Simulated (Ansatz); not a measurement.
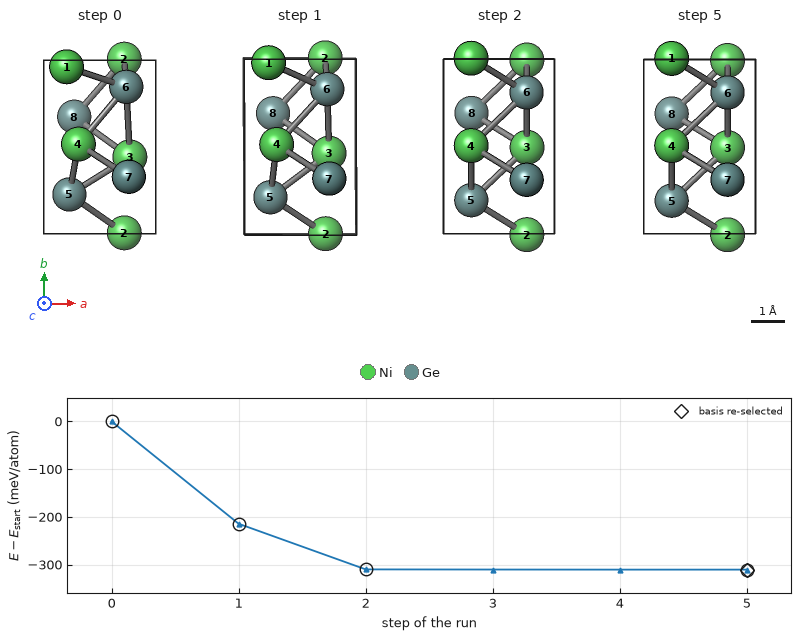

Frames of a relaxation of a crystal of NiGe (set up in P1), marked on the history of the run. The picture is a ball-and-stick view of the cell of the calculation, reduced to other axes, seen along the c axis. Lengths and directions refer to the drawn axes.

Case: all atoms moved at random, sigma 0.15 Å for each component; relaxed back.

Theory: DFT PBE, scalar-relativistic, plane waves, PAW (Ansatz). Set-up: plane-wave cutoff 420 eV; k-point mesh 6 × 10 × 6; occupations gaussian; smearing width 0.15 eV; no spin polarisation; cell and atoms relaxed; force threshold 0.01 eV/Å; at most 80 steps.

**Describe the path.**

The atom that moves furthest relative to the cell is Ni1 (0.31 Å along [3 3 −1]). By element the largest moves are Ni 0.31 Å, Ge 0.23 Å. The drawn cell changes at constant volume: a 3.481 → 3.473 Å (−0.2 %), b 5.397 → 5.416 Å (+0.4 %), c 5.846 → 5.838 Å (−0.1 %). Some distances before and after: Ni3–Ge5 2.075 → 2.469 Å, Ni1–Ge7 2.852 → 2.469 Å, Ni3–Ge6 2.694 → 2.355 Å, Ni4–Ge7 2.719 → 2.415 Å. Among the angles between lasting bonds that change: Ge5–Ni3–Ge5 105.5° → 89.4°, Ge6–Ni3–Ge7 141.5° → 156.6°, Ge6–Ni1–Ge7 144.1° → 158.4°. The space group (tolerance 0.01 Å) goes from P1 (No. 1) to Pnma (No. 62). The energy falls by 310 meV per atom in 4 accepted moves (5 points after the start). Largest force component: 4.5 eV/Å at the start, 0.0034 eV/Å at the end. Pressure: 11.34 GPa at the start and −0.03 GPa at the end. At 1 point the geometry stayed and the basis and grid were re-selected for the new cell (energy shift of less than 0.05 meV per atom at most each time). From step 0 to 1: Ni and Ge atoms move most (0.12 Å), volume +0.3 %, energy −214 meV per atom. From step 1 to 2: Ni atoms move most (0.19 Å), volume −0.6 %, energy −95.6 meV per atom. From step 2 to 5: volume +0.3 %, energy −0.5 meV per atom.
